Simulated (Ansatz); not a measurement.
**Rh: 8 runs along one coordinate**

System: Rh (2 atoms in the cell).
Method: DFT PBEsol, scalar-relativistic, plane waves, PAW, no spin polarisation (Ansatz 0.2.0).

The 8 runs differ only in the geometry, by a strain of the cell at fixed fractional positions. Against run 5, the strain is εxx = −0.01 η, εxy = η and εyy = −0.01 η. The structure derives from a Materials Project entry.

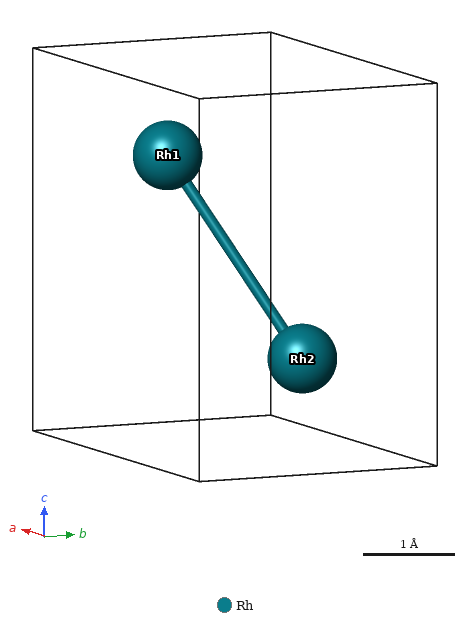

Figure 1. The structure of run 5 (ball-and-stick view of the cell of the calculation, seen at an oblique angle; atoms are numbered from 1 in the order of the input). An atom can appear more than once, as a periodic image.

## Input of run 5
```yaml
crystal:
  lattice:
    - [2.7309790422, 0.0204823428, 0.0]
    - [-1.3477512919, 2.3548560564, 0.0]
    - [0.0, 0.0, 4.428489]
  atoms:
    - { symbol: Rh, position: [0.6666666667, 0.3333333333, 0.75] }
    - { symbol: Rh, position: [0.3333333333, 0.6666666667, 0.25] }
basis:
  ecutwfc: 420
kpoints:
  mp_grid: { grid: [18, 18, 12] }
hamiltonian:
  xc: pbesol
scf:
  occupations: { method: gaussian, width: 0.15 }
output:
  forces: true
  stress: true
  eigenvalues: true
```

Command:
```bash
ansatz run input.yaml --threads 1 --pin off --max-ram 2560MiB --backend cpu --events-out ev --progress --plain --runs-dir out
```

Run 6 differs from it as follows:
```diff
-    - [2.7309790422, 0.0204823428, 0.0]
-    - [-1.3477512919, 2.3548560564, 0.0]
+    - [2.7309790422, 0.034137238, 0.0]
+    - [-1.3359258058, 2.3480286088, 0.0]
```

## Results, with one run withheld

```tsv
run	strain parameter η (%)	free energy per atom, from the lowest run given (meV)	pressure (GPa)
1	−2.7502	8.82	−13.28
2	−1.7501	2.10	−13.58
3	−0.5000	0.00	−13.67
4	−0.2500	0.42	−13.65
5	0.0000	1.12	−13.62
6	0.5000	?	?
7	0.7500	4.90	−13.45
8	1.0001	6.72	−13.37
```

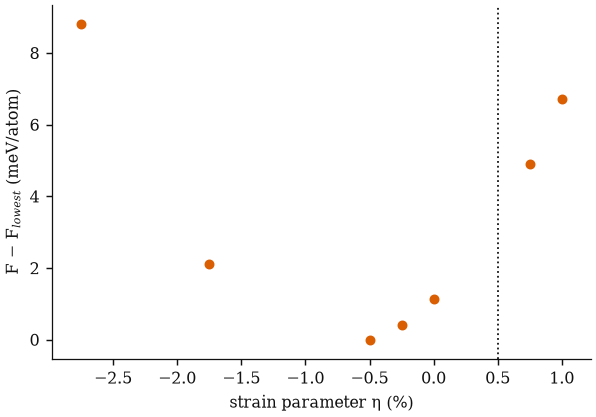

Figure 2. Free energy per atom of the runs given; the dotted line marks run 6.

Fit the runs given and predict run 6.

A cubic polynomial in the coordinate, fitted to the 7 runs given, misses them by under 0.01 meV per atom. With x = η + 0.5000, it reads F = 7.195e-05 + 1.1201 x + 2.2397 x² + 2.2392e-06 x³ (meV per atom). At run 6 it gives 3.36 meV per atom, and the run itself gives 3.36. The fit has its minimum at η = −0.7501 %.

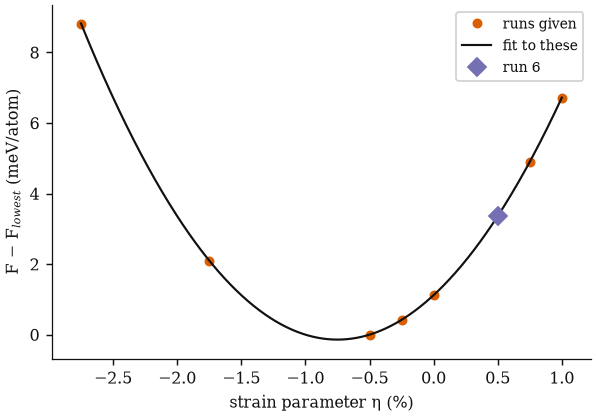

Figure 3. The fit and the withheld run.

## Output, shortened to warnings, some set-up lines, iterations and results (run 6)
```
Basis set: ecut = 420 eV, 561 PW (Γ), exchange–correlation on 40×40×60 points (8 copies of the dense FFT grid, shifted against one another)
Symmetry: 4 space group operations
k-points: 1148 of 3888
Initial density: superposition of atomic densities (neutral atoms: chi_scale 0, normalization atom), corrected by the library's trained network
[...]
SCF iter   1: F=—  HF=-12677.361756 eV  |F-HF|=—  |Δ(HF+E_count)|=         —  Δρ=1.30e-2  dr2=3.28e-2  ethr=1.77e-3  ⟨swp⟩=4.6  Hψ=90543  notcnv=0
SCF iter   2: F=—  HF=-12677.356962 eV  |F-HF|=—  |Δ(HF+E_count)|=   4.79e-3  Δρ=6.81e-3  dr2=8.98e-3  ethr=9.65e-5  ⟨swp⟩=1.3  Hψ=36835  notcnv=0
SCF iter   3: F=—  HF=-12677.354200 eV  |F-HF|=—  |Δ(HF+E_count)|=   2.76e-3  Δρ=4.37e-4  dr2=1.92e-5  ethr=2.64e-5  ⟨swp⟩=2.0  Hψ=33828  notcnv=0
SCF iter   4: F=—  HF=-12677.354232 eV  |F-HF|=—  |Δ(HF+E_count)|=   3.27e-5  Δρ=8.47e-5  dr2=5.39e-7  ethr=5.64e-8  ⟨swp⟩=2.0  Hψ=37015  notcnv=0
SCF iter   5: F=-12677.354232 eV  HF=-12677.354232 eV  |F-HF|=3.57e-8  |Δ(HF+E_count)|=   1.62e-8  Δρ=2.73e-5  dr2=6.43e-8  ethr=1.58e-9  ⟨swp⟩=2.9  Hψ=47136  notcnv=0
SCF iter   6: F=-12677.354232 eV  HF=-12677.354232 eV  |F-HF|=6.55e-11  |Δ(HF+E_count)|=   1.85e-8  Δρ=2.08e-6  dr2=4.10e-10  ethr=1.89e-10  ⟨swp⟩=2.0  Hψ=85292  notcnv=0
SCF 1 converged in 6 iterations: F = -12677.354232 eV  dr2 = 4.10e-10
SCF converged after 6 iterations
Free energy (F): -12677.354232 eV
Harris-Foulkes:  -12677.354232 eV  (|F-HF|=6.55e-11)
Internal energy: -12677.316123 eV  (E = F + TS)
E sigma→0 (E₀):  -12677.335177 eV
Entropy (-TS):   -0.038110 eV (-19.055 meV/atom)
Fermi energy:    21.222869 eV
--- Per-component energies (eV) ---
  E_band       = -207.350433
  E_kinetic    = 1143.668442
  E_local      = -3224.195143  (includes V_loc(G=0)·N_el)
  E_nonlocal   = 712.875780
  E_hartree    = 1128.891127
  E_xc         = -440.003313
  E_vxc        = -554.298150  (∫ρ·V_xc dr)
  E_paw        = -7047.574318  (= ΣΔE_a)
  E_vpaw       = -543.186078  (= ΣTr[D̂ρ^β])
  E_aug_tail   = 0.001658  (compensation charges beyond the density's cutoff)
  E_ewald      = -4951.532755
  E_core_change = 0.552399  (= ΣΔE_core)
  E_smearing   = -0.038110  (= −TS)
  E_closure    = 0.000000  (closes the sum)
  Σ components = -12677.354232   (vs F -12677.354232, Δ=0.00e0)
--- Forces (eV/Å), atoms counted from 1 ---
  atom   1  Rh     0.04423527    -0.00053152     0.00000000
  atom   2  Rh    -0.04423527     0.00053152    -0.00000000
  max |Σ_I F_I| component: 6.94e-18 eV/Å
--- Stress (GPa, compression-positive) ---
      -12.984058      -3.297506      -0.000000
       -3.297506     -12.737204      -0.000000
       -0.000000      -0.000000     -14.842722
  P = ⅓ Tr σ = -13.5213 GPa (-135.213 kbar)
```
